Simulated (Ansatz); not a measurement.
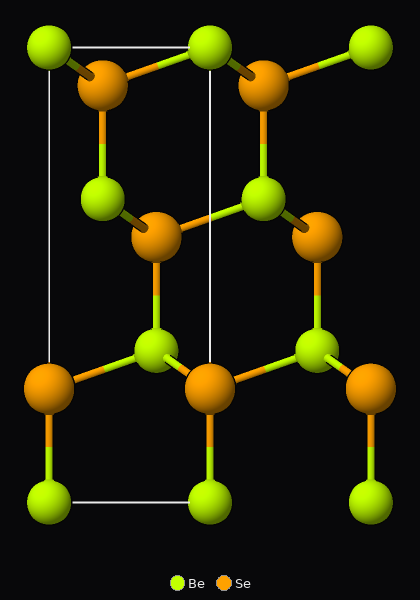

Projection along an edge of the hexagonal mesh, stacking direction [111] upwards. Every atom sits on one of the three columns of the mesh; call them A, B, C in the order in which they first turn up. The box is the hexagonal cell of the face-centred cubic lattice. The sequence starts with the first layer at or above the cell's origin.

BeSe. Coordinates: the end point of a relaxation (final pressure about -3 GPa) with Ansatz 0.2.0, DFT PBE, scalar-relativistic, plane waves, PAW.

**Read off the stacking sequence over one period.**

Be(A) – Se(A) – Be(B) – Se(B) – Be(C) – Se(C) (six layers in 9.10 Å).

**How are the Se layers alone stacked?**

Se layers alone: ABC, the cubic close-packed type.

**Which positions between or in the Se layers do the other atoms fill?**

Be: three tetrahedral sites (per hexagonal cell).

**What short polytype symbol fits?**

Polytype symbol 3C, the symbol of a tetrahedral polytype (number of double layers in the repeat and lattice).

Heights of the layers:

```tsv
layer	atoms (column)	height (Å)	to next (Å)
1	Be(A)	0.00	2.27
2	Se(A)	2.27	0.76
3	Be(B)	3.03	2.27
4	Se(B)	5.31	0.76
5	Be(C)	6.07	2.27
6	Se(C)	8.34	0.76
```
